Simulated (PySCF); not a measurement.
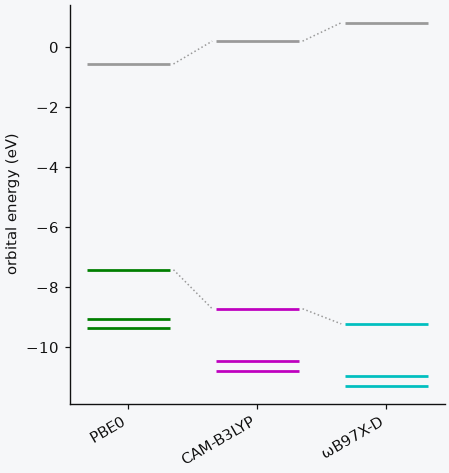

Frontier orbital energies of C₂H₂Cl₂, SMILES Cl/C=C\Cl at one geometry, aug-cc-pVTZ, PySCF 2.14.0, at a PBE0-D3(BJ)/def2-TZVP geometry (no frequency check). Empty levels are grey, levels within 0.1 eV stand side by side; all columns show the same few orbitals around the gap. Dotted lines join the HOMOs and the LUMOs.

Q: Compare the HOMO-LUMO separations.

A: The separation grows from 6.86 eV (PBE0) to 10.04 eV (ωB97X-D).

```csv
level,HOMO (eV),LUMO (eV),separation (eV)
PBE0,−7.42,−0.56,6.86
CAM-B3LYP,−8.72,0.20,8.92
ωB97X-D,−9.22,0.81,10.04
```

Limits of at least one run: empty levels above zero depend strongly on the basis.
